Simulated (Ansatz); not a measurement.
## AlGaN$_{2}$: a failed or faulty run and its cure

System: AlGaN$_{2}$ (P-4m2, 4 atoms in the cell).
Method of run 1: DFT, LDA, plane waves, PAW (Ansatz 0.2.0).

The structure derives from a Materials Project entry. Text and figures count atoms from 1; the logs count them from 0 in places.

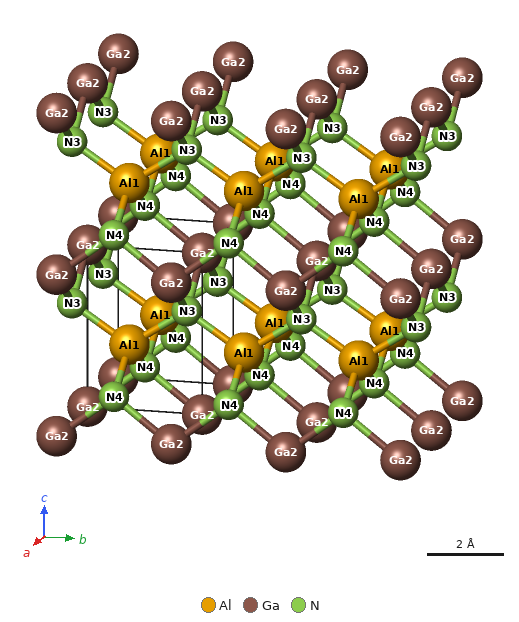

**Figure 1.** The structure as given in the input (ball-and-stick view of the cell of the calculation, repeated 2 × 3 × 2, seen slightly off an axis; atoms are numbered from 1 in the order of the input). An atom can appear more than once, as a periodic image. Near neighbours in the periodic cell (some may lie outside the picture): Al has 4 N at 1.87 Å; Ga has 4 N at 1.97 Å; N has 2 Al at 1.87 Å and 2 Ga at 1.97 Å.

Input file, run 1:
```yaml
crystal:
  lattice:
    - [3.1408770487, 0.0, 0.0]
    - [0.0, 3.1408770487, 0.0]
    - [0.0, 0.0, 4.42383794]
  atoms:
    - { symbol: al, position: [0.5, 0.5, 0.5] }
    - { symbol: Ga, position: [0.0, 0.0, 0.0] }
    - { symbol: "N", position: [0.5, 0.0, 0.7314833681] }
    - { symbol: "N", position: [0.0, 0.5, 0.2685166319] }
basis:
  ecutwfc: 420
kpoints:
  mp_grid: { grid: [8, 8, 6] }
hamiltonian:
  xc: lda
scf:
  occupations: { method: gaussian, width: 0.05 }
  max_iter: 50
output:
  forces: true
  eigenvalues: true
  stress: true
```

Command:
```bash
ansatz run input.yaml --threads 2 --pin off --max-ram 5120MiB --backend cpu --events-out ev --progress --plain --runs-dir out
```

Hardware: 2 threads of Arm Neoverse V2, 24 GiB of memory available, shared host.

Output (run 1):
```
Error: YAML parse error: error: line 7 column 17: `al` is not an element symbol (H … Og, case-exact)
 --> <input>:7:17
  |
5 |     - [0.0, 0.0, 4.42383794]
6 |   atoms:
7 |     - { symbol: al, position: [0.5, 0.5, 0.5] }
  |                 ^ `al` is not an element symbol (H … Og, case-exact)
8 |     - { symbol: Ga, position: [0.0, 0.0, 0.0] }
9 |     - { symbol: "N", position: [0.5, 0.0, 0.7314833681] }
  |
```

> Diagnose this run and give a change of the input that cures it.

The input was spoiled on purpose: an unknown element (`crystal.atoms[0].symbol`). The program refused the input: “YAML parse error: error: line 7 column 17: `al` is not an element symbol (H … Og, case-exact) --> <input>:7:17 | 5 | - [0.0, 0.0, 4.42383794] 6 | atoms: 7 | - { symbol: al, position: [0.5, 0.5, 0.5] } | ^ `al` is not an element symbol (H … Og, case-exact) 8 | - { symbol: Ga, position: [0.0, 0.0, 0.0] } 9 | - { symbol: …”

A run of the same system that converges differs from this input as follows (lines with − go, lines with + come):
```diff
-    - { symbol: al, position: [0.5, 0.5, 0.5] }
+    - { symbol: Al, position: [0.5, 0.5, 0.5] }
-  max_iter: 50
```

Output, shortened to warnings, some set-up lines, iterations and results (run 2):
```
Basis set: ecut = 420 eV, 855 PW (Γ)
Symmetry: 8 space group operations
k-points: 60 of 384 (time reversal used)
Initial density: superposition of atomic densities (neutral atoms: chi_scale 0, normalization atom), corrected by the library's trained network
[...]
SCF iter   1: F=—  HF=-4971.857007 eV  |F-HF|=—  |Δ(HF+E_count)|=         —  Δρ=1.16e-2  dr2=5.90e-2  ethr=1.77e-3  ⟨swp⟩=5.4  Hψ=5020  notcnv=0
SCF iter   2: F=—  HF=-4971.840529 eV  |F-HF|=—  |Δ(HF+E_count)|=   1.65e-2  Δρ=3.01e-3  dr2=2.69e-3  ethr=2.27e-4  ⟨swp⟩=2.7  Hψ=2075  notcnv=0
SCF iter   3: F=—  HF=-4971.839639 eV  |F-HF|=—  |Δ(HF+E_count)|=   8.90e-4  Δρ=1.15e-3  dr2=2.01e-4  ethr=1.04e-5  ⟨swp⟩=2.6  Hψ=1586  notcnv=0
SCF iter   4: F=—  HF=-4971.839577 eV  |F-HF|=—  |Δ(HF+E_count)|=   6.20e-5  Δρ=2.04e-4  dr2=1.86e-5  ethr=7.74e-7  ⟨swp⟩=2.6  Hψ=1750  notcnv=0
SCF iter   5: F=—  HF=-4971.839559 eV  |F-HF|=—  |Δ(HF+E_count)|=   1.74e-5  Δρ=3.68e-5  dr2=3.34e-7  ethr=7.15e-8  ⟨swp⟩=2.0  Hψ=1789  notcnv=0
SCF iter   6: F=-4971.839559 eV  HF=-4971.839559 eV  |F-HF|=1.68e-8  |Δ(HF+E_count)|=   2.96e-8  Δρ=6.09e-6  dr2=2.23e-8  ethr=3.85e-10  ⟨swp⟩=5.0  Hψ=4713  notcnv=0
SCF 1 converged in 6 iterations: F = -4971.839559 eV  dr2 = 2.23e-8
SCF converged after 6 iterations
Free energy (F): -4971.839559 eV
Harris-Foulkes:  -4971.839559 eV  (|F-HF|=1.68e-8)
Internal energy: -4971.839559 eV  (E = F + TS)
E sigma→0 (E₀):  -4971.839559 eV
Fermi energy:    9.474818 eV
--- Per-component energies (eV) ---
  E_band       = -8.343788
  E_kinetic    = 405.377427
  E_local      = -2450.615229  (includes V_loc(G=0)·N_el)
  E_nonlocal   = 535.129645
  E_hartree    = 1104.507218
  E_xc         = -228.176703
  E_vxc        = -241.450984  (∫ρ·V_xc dr)
  E_paw        = -2597.140799  (= ΣΔE_a)
  E_vpaw       = -465.802962  (= ΣTr[D̂ρ^β])
  E_aug_tail   = 0.000102  (compensation charges beyond the density's cutoff)
  E_ewald      = -1742.865505
  E_core_change = 1.944285  (= ΣΔE_core)
  E_smearing   = -0.000000  (= −TS)
  E_closure    = 0.000000  (closes the sum)
  Σ components = -4971.839559   (vs F -4971.839559, Δ=0.00e0)
--- Forces (eV/Å), atoms counted from 1 ---
  atom   1  Al    -0.00000000     0.00000000     0.00000000
  atom   2  Ga    -0.00000000     0.00000000     0.00000000
  atom   3  N      0.00000000     0.00000000     0.91159414
  atom   4  N      0.00000000     0.00000000    -0.91159414
  max |Σ_I F_I| component: 6.94e-18 eV/Å
--- Stress (GPa, compression-positive) ---
       -4.424252       0.000000      -0.000000
        0.000000      -4.424252       0.000000
       -0.000000       0.000000      -5.539609
  P = ⅓ Tr σ = -4.7960 GPa (-47.960 kbar)
```

The two runs side by side:

```csv
quantity,run 1,run 2
outcome,refused,converged
free energy per atom (eV),–,−1242.9599
gap on the mesh (eV),–,2.81
pressure (GPa),–,−4.80
volume per atom (Å³),–,10.91
largest force (eV/Å),–,0.912
SCF iterations,–,6
irreducible k-points,–,60
plane waves at Γ,–,855
```
